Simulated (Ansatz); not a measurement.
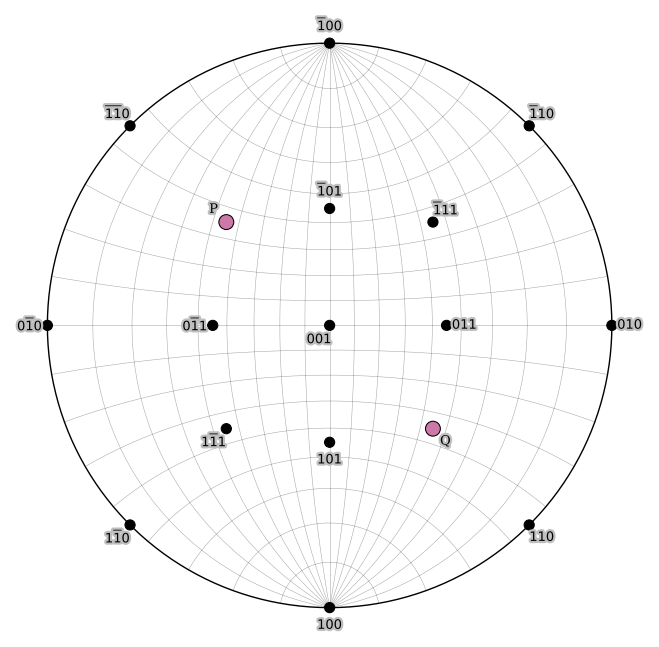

For Be, the input geometry of an electronic-structure calculation (not necessarily at equilibrium); the starting structure was generated, so it need not be a known form of this composition: stereographic projection of plane normals (upper hemisphere) centred on (0 0 1). The drawing is computed from the coordinates (standard cell, symmetry found to 0.002 Å).

a = 2.535 Å, b = 2.535 Å, c = 2.535 Å, α = 90.00°, β = 90.00°, γ = 90.00°.

> Index the poles marked P, Q.

P is (−1 −1 1), 54.7° from the centre; Q is (1 1 1), 54.7° from the centre.

> What is the angle between the normals of (1 0 0) and (0 0 1), and what are their d_hkl = 1/|g|?

90.0°; d = 2.535 Å and 2.535 Å.
